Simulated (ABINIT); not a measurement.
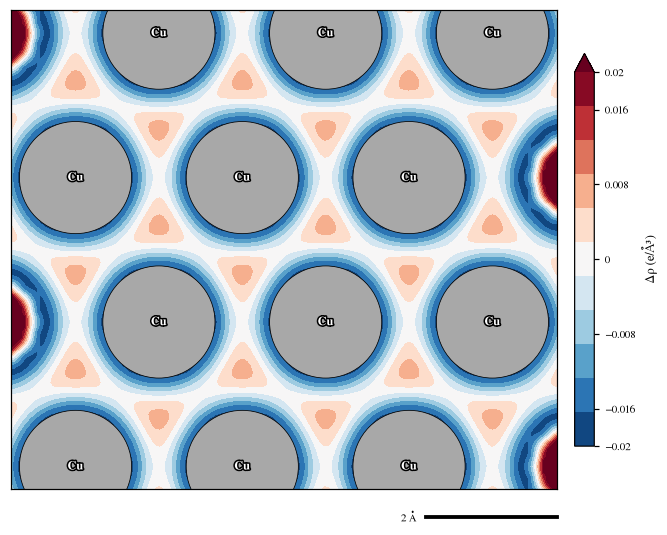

Cu. Difference of the valence pseudo-densities of two functionals at the same geometry, on the (111) plane of the calculation cell: one of BLYP and OLYP less the other.

Both computed with ABINIT (plane waves, PAW), on the same k-point mesh. Grey discs cover the atomic cores.

Which was subtracted from which, and what does the map show?

It is OLYP less BLYP. Against BLYP, OLYP gives less density around Cu (−0.009 e/Å³ on average at 1.0 Å from the nucleus).
